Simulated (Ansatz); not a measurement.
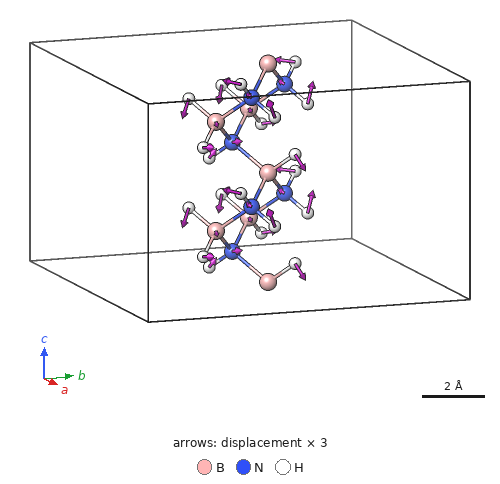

A relaxation of a wire of composition B$_{3}$H$_{10}$N$_{3}$. The starting structure is drawn; purple arrows show the displacements (the part carried along by the change of the cell is left out), magnified 3 times.

Style: ball-and-stick. Shown: the 2 repeat of the cell, with the vacuum cut short, slightly off an axis.

Case: wire along [0 0 1], 6 atoms a period, capped with H.

These are results of Ansatz, DFT PBE, scalar-relativistic, plane waves, PAW, not measurements. (plane-wave cutoff 420 eV; k-point mesh 1 × 1 × 9; occupations gaussian; smearing width 0.05 eV; no spin polarisation; cell relaxed at fixed a, b, alpha, beta, gamma; force threshold 0.02 eV/Å; at most 45 steps)

Which element moves most?

Hydrogen: up to 0.28 Å, against 0.13 Å for nitrogen.

Describe the change and its energy.

After 9 accepted moves (11 points after the start) the energy has fallen by 0.471 eV per cell of the calculation. The largest force component goes from 1.1 to 0.0046 eV/Å. At 2 points the geometry stayed and the basis and grid were re-selected for the new cell (energy shift of 50.4 meV per cell of the calculation at most each time). The largest moves relative to the centre of the atoms, 0.28 Å, are those of H atoms. By element the largest moves are H 0.28 Å, N 0.13 Å, B 0.08 Å. Along the periodic axis the drawn cell goes c 7.249 → 7.905 Å (+9.0 %). Among the contacts that change: B–H 1.190 → 1.226 Å, B–N 1.570 → 1.600 Å, B–N 1.570 → 1.558 Å, H–N 1.020 → 1.029 Å. Bond angles that change, for instance: B–N–B 109.5° → 117.8°, B–N–B 109.5° → 114.8°, B–N–H 109.5° → 104.4°.
